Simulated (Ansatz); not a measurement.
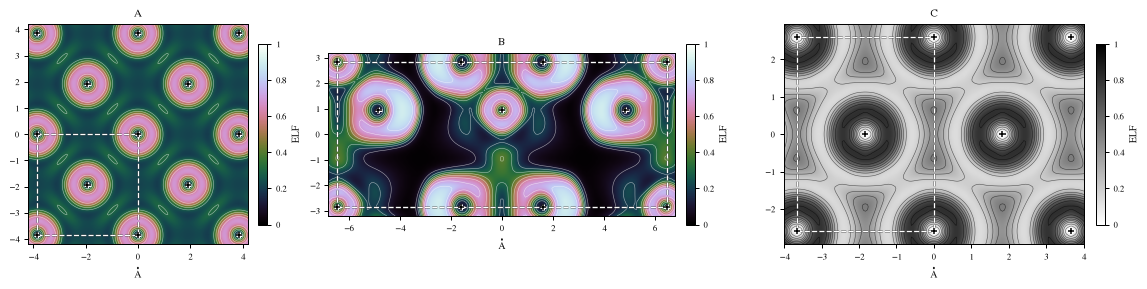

The electron localisation function of 3 systems, each on a plane through atoms (crosses mark nuclei in the plane).

Theory: Ansatz 0.2.0, Kohn-Sham DFT of a periodic cell, PBE, Ansatz PAW.

System 1: Zr, the (101) plane of the conventional cell. Space group Im-3m; computed pressure about −6 GPa in this cell.

System 2: Ru, the (100) plane of the conventional cell. Space group Fm-3m; computed pressure about −10 GPa in this cell.

```yaml
crystal:
  lattice:
    - [3.85536, 0.00000, 0.00000]
    - [0.00000, 3.85536, 0.00000]
    - [0.00000, 0.00000, 3.85536]
  atoms:
    - { symbol: Ru, position: [0.00000, 0.00000, 0.00000] }
    - { symbol: Ru, position: [0.50000, 0.50000, 0.00000] }
    - { symbol: Ru, position: [0.50000, 0.00000, 0.50000] }
    - { symbol: Ru, position: [0.00000, 0.50000, 0.50000] }
```

System 3: MoSe2, the (110) plane of the conventional cell. Space group P6₃/mmc; not relaxed (largest force 1.1 eV/Å); computed pressure about 8 GPa in this cell.

```xyz
6
Lattice="3.2880 0.0000 0.0000 -1.6440 2.8475 0.0000 0.0000 0.0000 12.9000" Properties=species:S:1:pos:R:3 pbc="T T T"
Mo    1.6440    0.9492    9.6750
Mo    0.0000    1.8983    3.2250
Se    1.6440    0.9492    4.8375
Se    0.0000    1.8983   11.2875
Se    1.6440    0.9492    1.6125
Se    0.0000    1.8983    8.0625
```

Q: Match each panel to its system.

A: Panel A is system 2, Ru: the plane holds Ru. Ru–Ru (2.73 Å): the ELF is about 0.30 at the midpoint. Panel B is system 3, MoSe2: the plane holds Mo and Se. Mo–Se (2.49 Å): the ELF is about 0.50 at the midpoint. Panel C is system 1, Zr: the plane holds Zr. Zr–Zr (3.18 Å): the ELF is about 0.20 at the midpoint; no shared electron pair shows on this line.
